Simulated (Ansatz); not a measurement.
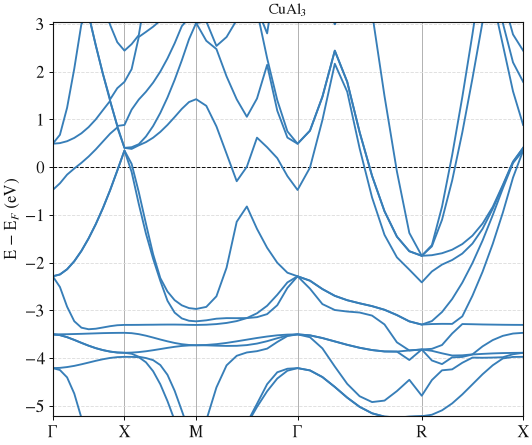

Band structure. Energies are counted from the Fermi level.

> Which Bravais lattice do the labels of the path belong to?

A simple cubic lattice: the path Γ–X–M–Γ–R–X runs through the special points of its Brillouin zone.

System: CuAl₃, space group Pm-3m, 4 atoms in the cell.

```xyz
4
Lattice="3.9242 0.0000 0.0000 0.0000 3.9242 0.0000 0.0000 0.0000 3.9242" Properties=species:S:1:pos:R:3 pbc="T T T"
Cu    0.0000    0.0000    0.0000
Al    1.9621    1.9621    0.0000
Al    1.9621    0.0000    1.9621
Al    0.0000    1.9621    1.9621
```

Ansatz; LDA, all-electron LAPW, no spin polarisation, no spin-orbit coupling, 7×7×7 k mesh, Fermi-Dirac smearing of 0.05 eV.

> Metal, semiconductor or insulator?

A metal: bands cross the Fermi level along this path.

> Which levels at X lie nearest to the Fermi level?

At X the nearest levels lie 3.30 eV below and 0.35 eV above the Fermi level.

The cell is at −5 GPa in this functional. The cell comes from a database of computed structures, and whether it is the stable form of this composition wasn't checked. Bands are joined in order of energy, so crossings between the computed points show as kinks or gaps.
